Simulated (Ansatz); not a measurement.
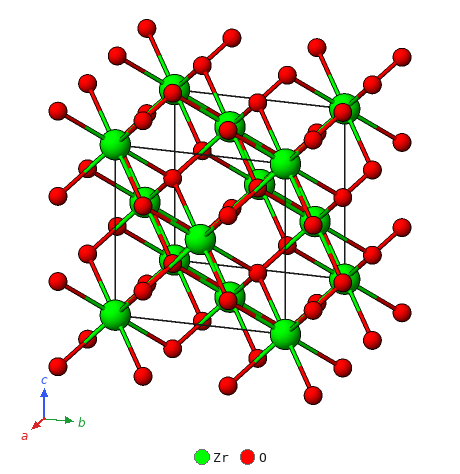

ZrO2, space group Fm-3m (No. 225), a = 5.064 Å, b = 5.064 Å, c = 5.064 Å, α = 90.00°, β = 90.00°, γ = 90.00°

```tsv
site	Wyckoff	x	y	z
Zr	4a	0.0000	0.0000	0.0000
O	8c	0.2500	0.7500	0.7500
```

Source: coordinates from a relaxation with DFT PBEsol, scalar-relativistic, plane waves, PAW (Ansatz 0.2.0).

**How is the cell volume shared among the sites in a plain Voronoi partition?**

```
site  faces above 1 % of the sphere  volume (Å³)  solid angle by neighbour (%)
  Zr                              8         9.13                         O 100
   O                             10        11.67                    Zr 50 O 50
```

Weighted by multiplicity the volumes add up to the cell volume, 129.9 Å³.

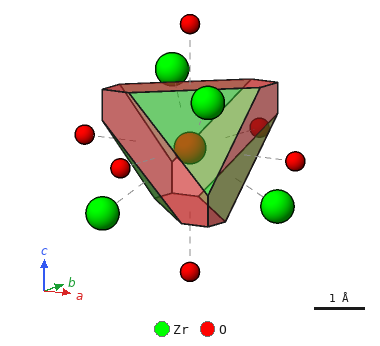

The computed Voronoi cell of O, with the neighbours that bound it.
